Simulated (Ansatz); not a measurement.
## PbF2: field-gradient calculation

PbF2 (3 atoms in the cell), computed with DFT, LDA, all-electron PAW with datasets made for the crystal, scalar-relativistic, no spin polarisation (Ansatz 0.2.0).

The structure derives from an entry of the Crystallography Open Database. It belongs to a series of runs on one base structure; here: equal xy, yz and zx shear strains of +1 %, crystal datasets. Figures and captions count atoms from 1; the log counts them from 0 in places.

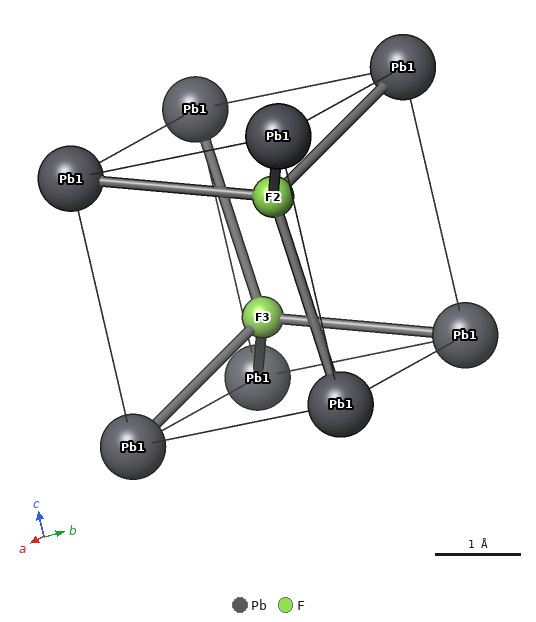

Fig. 1: The structure (ball-and-stick view of the reduced cell, seen slightly off an axis; atoms are numbered from 1 in the order of the input). An atom can appear more than once, as a periodic image.

Summary:

| quantity | value |
| --- | --- |
| outcome | converged |
| space group (tolerance 0.01 Å) | R-3m (166) |
| electrons in bands (core shells apart) | 28 |
| free energy | −573172.5671 eV |
| Fermi energy | 9.341 eV |
| gap on the k-point mesh | 4.28 eV |
| pressure | −4.87 GPa |
| field gradient V_zz (10²¹ V/m²) | Pb 2.35, F −0.0601, F −0.0601 |
| largest force (length of the vector) | 0.028 eV/Å |
| hardware | 1 thread of Arm Neoverse V1, 24 GiB of memory available, shared host |
| wall time | 9.4 s |
| peak memory | 0.5 GiB |

Remarks:

Warnings of the run: the field gradients leave out spin–orbit coupling. Spin–orbit coupling is left out, which matters for Pb.

Input file:
```yaml
crystal:
  lattice:
    - [0.0296985, 2.98469925, 2.98469925]
    - [2.98469925, 0.0296985, 2.98469925]
    - [2.98469925, 2.98469925, 0.0296985]
  atoms:
    - { symbol: Pb, position: [0.0, 0.0, 0.0] }
    - { symbol: F, position: [0.25, 0.25, 0.25] }
    - { symbol: F, position: [0.75, 0.75, 0.75] }
kpoints:
  mp_grid: { grid: [7, 7, 7] }
scf:
  occupations: { method: fermi_dirac, width: 0.03 }
hamiltonian:
  xc: lda
  pseudopotentials: { kind: all_electron, datasets: crystal }
output:
  forces: true
  stress: true
  eigenvalues: true
  efg: { contact_densities: true }
```

Command:
```bash
ansatz run input.yaml --threads 1 --pin off --max-ram 4096MiB --backend cpu --events-out ev --progress --plain --runs-dir out
```

What the program printed:
```
hamiltonian.pseudopotentials.datasets: crystal makes datasets for this crystal and solves the spheres of its atoms anew in each pass: cutoff 280.0 eV, the density's 1120.0 eV; recipe b18ed9e82319.33, for an error of 0.50 meV an atom under PBE, 1.5 meV for the cell; an energy difference from a run of another recipe may be off by several times the error for the cell, under r2SCAN by more, where some 0.1 meV an atom stays at smaller errors; F in spheres of 1.185 Å, 7 of its electrons in bands; Pb in spheres of 1.376 Å, 14 of its electrons in bands, 8 on its site; only band paths and densities of states list, in semicore columns, the levels of the semicore shells that are solved separately: 5s of Pb, 5p of Pb
Pb: output.efg is read without spin–orbit coupling, which moves field gradients at and beside such atoms by some per cent and up to a factor of two; PAW files take it under magnetization.noncollinear and magnetization.spin_orbit
Engine: ansatz 0.2.0, aarch64-unknown-linux-gnu
Pseudopotentials: kind: all_electron
Pseudopotential: Pb, paw, valence charge 22, recommended cutoff 280 eV (normal), crystal/all_electron/lda/scalar/gaussian/Pb, Koelling and Harmon's equation, gaussian nucleus
Pseudopotential: F, paw, valence charge 7, recommended cutoff 280 eV (normal), crystal/all_electron/lda/scalar/gaussian/F, Koelling and Harmon's equation, gaussian nucleus
Functional definition: SPW92
  exchange = slater_x
  correlation = pw_c
Crystal: 3 atoms, lattice volume = 52.384 Å³
Basis set: ecut = 280 eV, 537 PW (Γ)
Bands: 18, of which v1, the nominal top of the filled ones, is band 14 counted from 1 (13 counted from 0)
Symmetry: 12 space group operations
Space group: R-3m (ITA 166), of the structure as read, at distance tolerance 3.7e-5 Å
k-points: 44 of 343
Non-local potential: Pb, projectors of the file, l = 0: 1, l = 1: 1, l = 2: 2
Non-local potential: F, projectors of the file, l = 0: 2, l = 1: 2
PAW form: soft (Blöchl's): semilocal exchange-correlation on the pseudo side does not see the compensation charge
PAW one-centre angular grid: Pb, 590 points (default); XC on its mesh's 1809 points in the sphere
PAW one-centre angular grid: F, 110 points (default); XC on its mesh's 1987 points in the sphere
Initial density: superposition of atomic densities (neutral atoms: chi_scale 0, normalization atom)
Initial wavefunctions: pseudopotential atomic-orbital guess
Functional: x = slater, c = lda
iter 1 solved again at ethr=1.74e-2 eV; its pass at ethr=1.00e-1 eV (dr2=4.88e0 eV) is discarded
SCF iter   1: F=—  HF=-573174.214719 eV  |F-HF|=—  |Δ(HF+E_count)|=         —  Δρ=8.99e-2  dr2=4.88e0  ethr=1.74e-2  ⟨swp⟩=2.0  Hψ=3710  notcnv=0
preconditioner: auto → none  [insulator: Δε(μ)=5.392 eV  Ē_g=17.492 eV  σ=0.030 eV  W_gap=1.00  n_scr=14 (ndim 8)  ℏωp=27.1 eV  f_vac=0.055  D(μ)=0.00/eV (n_scr^D=0)  ε∞_Penn≈3.4]
SCF iter   2: F=—  HF=-573173.167220 eV  |F-HF|=—  |Δ(HF+E_count)|=    1.05e0  Δρ=5.81e-2  dr2=1.18e0  ethr=1.74e-2  ⟨swp⟩=3.1  Hψ=2121  notcnv=0  defer=1
iter 3 solved again at ethr=3.99e-4 eV; its pass at ethr=4.20e-3 eV (dr2=1.12e-1 eV) is discarded
SCF iter   3: F=—  HF=-573172.593271 eV  |F-HF|=—  |Δ(HF+E_count)|=   5.74e-1  Δρ=1.24e-2  dr2=1.14e-1  ethr=3.99e-4  ⟨swp⟩=2.0  Hψ=3855  notcnv=0
SCF iter   4: F=—  HF=-573172.567871 eV  |F-HF|=—  |Δ(HF+E_count)|=   2.54e-2  Δρ=3.87e-3  dr2=7.28e-3  ethr=3.99e-4  ⟨swp⟩=3.0  Hψ=1841  notcnv=0
SCF iter   5: F=—  HF=-573172.567179 eV  |F-HF|=—  |Δ(HF+E_count)|=   6.92e-4  Δρ=7.29e-4  dr2=2.84e-4  ethr=2.60e-5  ⟨swp⟩=3.0  Hψ=1733  notcnv=0
SCF iter   6: F=—  HF=-573172.567080 eV  |F-HF|=—  |Δ(HF+E_count)|=   9.91e-5  Δρ=6.58e-5  dr2=5.50e-7  ethr=1.01e-6  ⟨swp⟩=3.0  Hψ=1975  notcnv=0
SCF iter   7: F=—  HF=-573172.567079 eV  |F-HF|=—  |Δ(HF+E_count)|=   7.97e-7  Δρ=4.24e-5  dr2=7.61e-7  ethr=1.96e-9  ⟨swp⟩=3.4  Hψ=2048  notcnv=0
SCF iter   8: F=—  HF=-573172.567079 eV  |F-HF|=—  |Δ(HF+E_count)|=   1.85e-7  Δρ=1.38e-5  dr2=1.17e-7  ethr=1.96e-9  ⟨swp⟩=2.7  Hψ=1476  notcnv=0
SCF iter   9: F=-573172.567079 eV  HF=-573172.567079 eV  |F-HF|=2.10e-9  |Δ(HF+E_count)|=   4.33e-8  Δρ=2.26e-6  dr2=2.86e-9  ethr=4.18e-10  ⟨swp⟩=3.0  Hψ=1612  notcnv=0
SCF 1 converged in 9 iterations: F = -573172.567082 eV  dr2 = 2.86e-9
  Residual-converged pass: ⟨swp⟩=2.8  Hψ=1547  notcnv=0  max |occ|·‖R‖ = 5.7e-6 eV (tolerance 6.5e-6 eV)  dr2=2.77e-9  dr2_onsite=1.05e-9  max |Δocc| = 0.0e0
  greatest PAW one-centre occupation: 0.979 electrons in one spin orbital (limit 2), on the Pb atom at site 0 (counted from 0), in its partial waves of l = 2
```

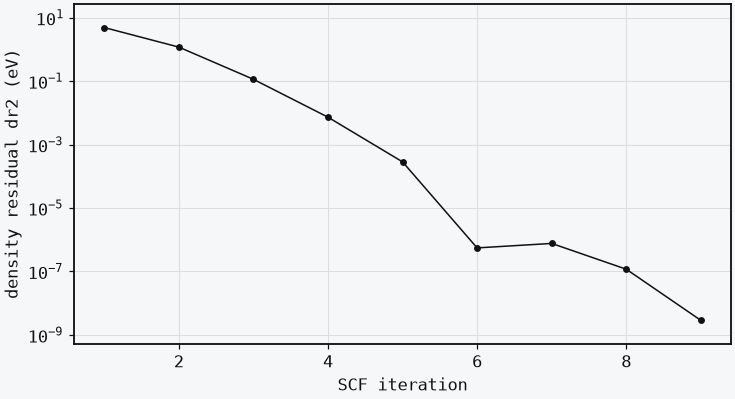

Fig. 2: Convergence of the self-consistent field: density residual dr2 against the SCF iteration. The residual falls almost steadily, with no more than small rises.

```
SCF converged after 9 iterations
Free energy (F): -573172.567082 eV
Harris-Foulkes:  -573172.567082 eV  (|F-HF|=2.10e-9)
Internal energy: -573172.567082 eV  (E = F + TS)
E sigma→0 (E₀):  -573172.567082 eV
Past the cutoff: the bands carry plane waves up to 1.75 times it, of which those up to 1.5 times it add -0.000232 eV an atom, each by itself; the spheres take 0.000286 eV an atom off the energy for waves past 1.75 times it
By the cutoff:   a pressure is off by up to 0.007 GPa (1.2 times the spheres' own share and the shells' term, over an atom's volume, and 0.004 GPa: a bound that held against runs at twice the plane waves)
Past the cutoffs: a stress includes 0.0031 GPa for waves and charges beyond them, in addition to the slope of what the spheres take
In the spheres:  the bands' charges fall short by 4.2e-7 e at most (sound up to 1e-3), those of shells solved beside the bands by 6.4e-8 e (sound up to 5e-4)
Fermi energy:    9.341247 eV
--- Per-component energies (eV) ---
  E_band       = -58.779116
  E_kinetic    = 325.729215
  E_local      = -3940.754053  (includes V_loc(G=0)·N_el)
  E_nonlocal   = 179.745059
  E_hartree    = 1966.124858
  E_xc         = -144.622674
  E_vxc        = -183.955719  (∫ρ·V_xc dr)
  E_paw        = -577973.559552  (= ΣΔE_a)
  E_vpaw       = -10749.209493  (= ΣTr[D̂ρ^β])
  E_ewald      = -3962.648105
  E_smearing   = -0.000000  (= −TS)
  E_closure    = 10377.418171  (closes the sum)
  Σ components = -573172.567082   (vs F -573172.567082, Δ=0.00e0)
  The terms above E_closure are by the made datasets' own strengths, without shells solved beside the bands.
--- Forces (eV/Å), atoms counted from 1 ---
  atom   1  Pb    -0.00000000    -0.00000000    -0.00000000
  atom   2  F     -0.01624863    -0.01624863    -0.01624863
  atom   3  F      0.01624863     0.01624863     0.01624863
  max |Σ_I F_I| component: 1.04e-17 eV/Å
--- Stress (GPa, compression-positive) ---
       -4.871837      -0.259534      -0.259534
       -0.259534      -4.871837      -0.259534
       -0.259534      -0.259534      -4.871837
  P = ⅓ Tr σ = -4.8718 GPa (-48.718 kbar)
  It holds what live shells' own plane waves past their cutoff add
--- PAW observables at the nuclei: V_zz in 10²¹ V/m², potentials from the cell's mean, atoms counted from 1 ---
  atom   1  Pb V_zz =    +2.345872   η = 0.0000   by run symmetry: allowed
            electrostatic potential = -17469.675034 V   contact ρ = 16457742.784111 e/Å³
  atom   2  F  V_zz =    -0.060134   η = 0.0000   by run symmetry: allowed
            electrostatic potential = -737.774059 V   contact ρ = 3087.355811 e/Å³
  atom   3  F  V_zz =    -0.060134   η = 0.0000   by run symmetry: allowed
            electrostatic potential = -737.774059 V   contact ρ = 3087.355811 e/Å³
--- Band table (eV; the first three rows and the last of 44) ---
  k-point 0: bands = ["-13.4746", "-12.8183", "-7.0891", "-7.0880", "-7.0880", "-7.0164", "-7.0164", "2.4597", "4.7252", "4.7493", "4.7493", "5.2226", "5.2226", "5.2750", "13.6348", "13.8342"]
  k-point 1: bands = ["-13.4330", "-12.8562", "-7.0807", "-7.0794", "-7.0439", "-7.0166", "-7.0160", "2.1370", "4.5745", "4.6904", "4.7011", "5.1941", "5.2317", "5.7416", "13.1288", "13.8298"]
  k-point 2: bands = ["-13.3280", "-12.9496", "-7.0689", "-7.0674", "-7.0100", "-7.0075", "-6.9483", "1.5885", "4.3467", "4.5958", "4.6075", "5.1302", "5.1469", "6.5519", "12.3718", "14.2184"]
  k-point 43: bands = ["-13.1674", "-13.0939", "-7.0531", "-7.0483", "-6.9999", "-6.9870", "-6.8898", "1.0967", "4.0377", "4.3557", "4.5896", "5.2083", "5.3444", "7.1184", "12.1602", "14.2126"]
```
